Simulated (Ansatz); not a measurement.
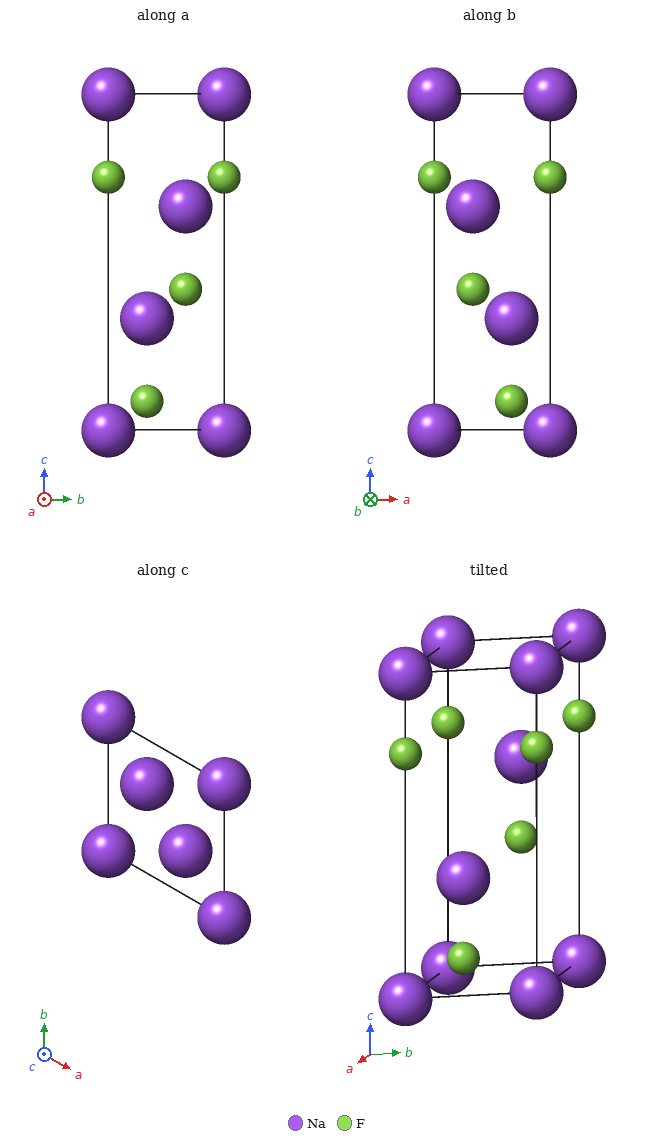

Spheres-only drawing of the structure, looking along the a axis, along the b axis, along the c axis and slightly off an axis. The edges of the conventional unit cell are marked.

Lattice parameters: a = 3.580 Å, b = 3.580 Å, c = 8.993 Å, α = 90.00°, β = 90.00°, γ = 120.00°.

Put the structure into a table of Wyckoff sites, with free fractional coordinates to two decimals.

Answer. Space group R3m:H (No. 160).
| atom | site | x | y | z |
| --- | --- | --- | --- | --- |
| Na | 3a | 0.6667 | 0.3333 | 0.33 |
| F | 3a | 0.6667 | 0.3333 | 0.09 |

Starting structure: a structure type filled with these elements by a generator (whether the compound takes this form wasn't checked). The cell was then strained or its atoms displaced on purpose. A calculation with Ansatz used it as input.
